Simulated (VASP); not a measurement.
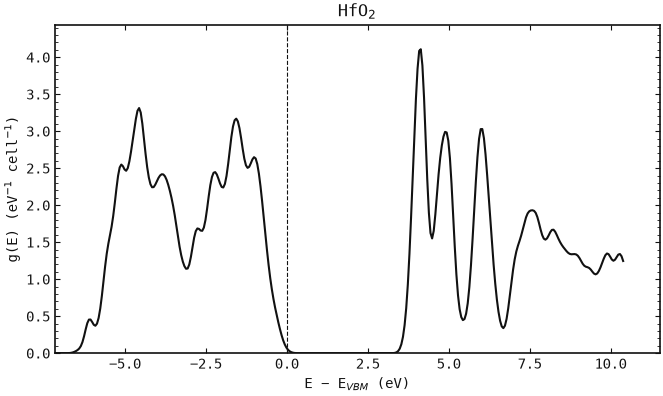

Density of states. Energies are counted from the top of the valence band. The curve is built from the levels of the k mesh with Gaussians 0.3 eV wide, which also blur the band edges.

Calculation on HfO2, space group P1, 3 atoms in the cell, fluorite type, strained and displaced; a = 3.66 Å, b = 3.58 Å, c = 3.67 Å, α = 60.71°, β = 60.29°, γ = 59.23°.

Method: DFT, PBE, plane waves, PAW, 8×8×8 k mesh, 520 eV cutoff (VASP).

Question: Metal or insulator, going by the density of states?

Answer: There is a gap; over the k points computed it is 3.63 eV.

Question: How wide is the upper valence band?

Answer: The upper group of valence states starts about 6.4 eV under the valence-band top, with a gap beneath it; it holds about 12 electrons a cell.

The atoms aren't at rest in this cell (largest force 3.3 eV/Å), so the relaxed material can differ. Spin-orbit coupling is left out, which matters for Hf.
